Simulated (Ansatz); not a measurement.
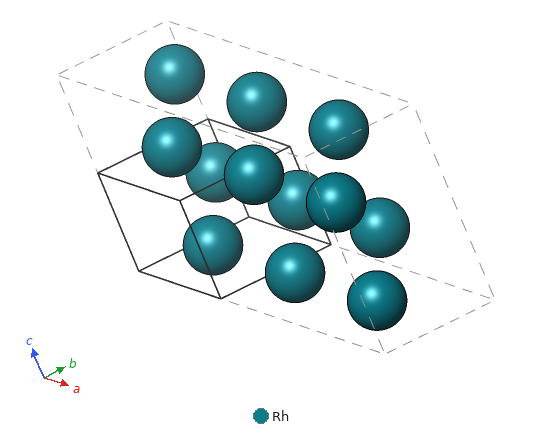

Spheres-only representation of a periodic structure, projected from a general direction. One conventional unit cell is drawn solid; the view covers 3×1×2 cells. Cell: a = 2.731 Å, b = 4.428 Å, c = 2.731 Å, α = 90.00°, β = 120.00°, γ = 90.00°.

What structure is drawn here?

- The element is rhodium.
- It is primitive monoclinic, space group P2_1/m (No. 11).
- The cell holds two atoms.
- The Rh atoms are each bonded to ten Rh at about 2.6 to 2.7 Å. Not all metal-metal contacts are counted.

Origin of the cell: a structure listed in the Materials Project. The cell was then strained or its atoms displaced on purpose. It went into a calculation with Ansatz.

At this level of theory the cell isn't at rest (forces up to 1.1 eV/Å), so its distances can differ from those at equilibrium, the more so the softer the solid.
